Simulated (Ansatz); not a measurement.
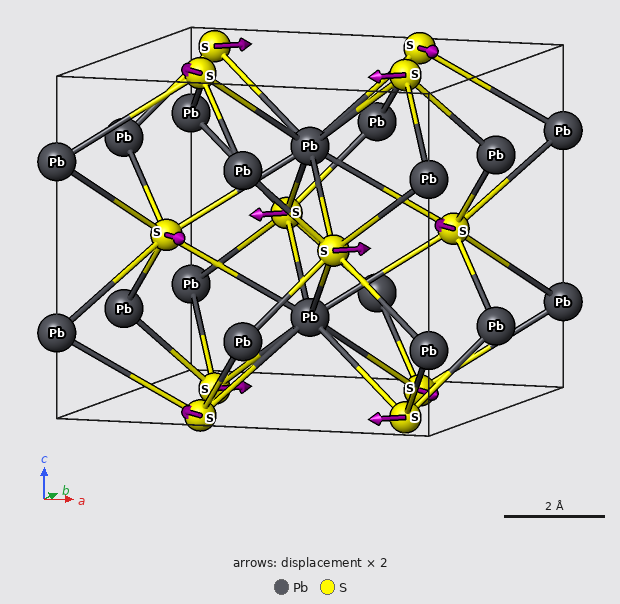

This is a relaxation of crystalline PbS (a generated structure, set up in I4/mcm). The starting structure is drawn; purple arrows show the displacements (the part carried along by the change of the cell is left out), 2 times their true length.

The picture is a ball-and-stick view of the conventional cell (2 times the calculation's cell), seen slightly off an axis. Lengths and directions refer to the drawn axes.

The start is a swapped structure.

Method: DFT, PAW plane waves, PBE (Ansatz 0.2.0).

Input
```yaml
crystal:
  lattice:
    - [-3.97369, 3.97369, 3.468308]
    - [3.97369, -3.97369, 3.468308]
    - [3.97369, 3.97369, -3.468308]
  atoms:
    - { symbol: Pb, position: [0.25, 0.25, 0.0] }
    - { symbol: Pb, position: [0.75, 0.75, 0.0] }
    - { symbol: Pb, position: [0.75, 0.25, 0.5] }
    - { symbol: Pb, position: [0.25, 0.75, 0.5] }
    - { symbol: S, position: [0.679, 0.179, 0.858] }
    - { symbol: S, position: [0.179, 0.321, 0.5] }
    - { symbol: S, position: [0.321, 0.821, 0.142] }
    - { symbol: S, position: [0.821, 0.679, 0.5] }
  symmetry: { tolerance: 0.0003 }
kpoints:
  mp_grid: { grid: [6, 6, 6], shift: [0, 0, 0] }
magnetization:
  spin_polarized: false
scf:
  occupations: { method: fermi_dirac }
  lower_state_search: "off"
hamiltonian:
  pseudopotentials: { kind: paw }
  xc: pbe
basis:
  ecutwfc: 420
  fft_grid_basis: typed
relax:
  max_steps: 80
  cell: { p_target: 0.0 }
  f_tol: 0.03
output:
  forces: true
  stress: true
  eigenvalues: true
  bader: true
  populations: true
  elf: true
  write_potential: true
  volumetric_format: npy
  dos:
    e_range: [-12, 8]
    de: 0.05
    projected: { site_lists: { Pb: [Pb], S: [S] } }
  write_density: true
checkpoint:
  read: saved_state
```

Launched with:
```bash
ansatz run input.yaml --threads 2 --pin off --max-ram 3584MiB --backend cpu --events-out ev --progress --plain --runs-dir out
```

### Atoms of which element are displaced furthest, and by how much?

Sulfur: up to 0.42 Å, against 0.00 Å for lead.

### What happened in the run?

The largest moves relative to the cell, 0.42 Å, are those of S5, S6, S7 and S8. S5 goes along [1 1 0]. Pb stays in place. The drawn cell changes as follows: a = b 7.947 → 7.402 Å (−6.9 %), c 6.937 → 7.320 Å (+5.5 %); the volume changes by −8.5 %. Some distances before and after: Pb3–S5 2.656 → 2.935 Å, Pb1–S5 3.397 → 3.210 Å. Bond angles that change, for instance: Pb3–S7–Pb4 81.5° → 77.1°, S5–Pb3–S7 98.5° → 102.9°, S5–Pb3–S6 115.2° → 112.9°. The space group stays I4/mcm (No. 140). After 5 accepted moves (6 points after the start) the energy has fallen by 193 meV per atom. The largest force component goes from 1.1 to under 0.0001 eV/Å. The pressure goes from 2.80 to 0.00 GPa. The SCF was repeated once at an unchanged geometry on a basis and grid sized afresh for the cell, which shifted the energy by 0.2 meV per atom at most. The run took 76 s on 2 threads of Arm Neoverse V2, with other jobs on the host, peak memory 0.65 GiB.
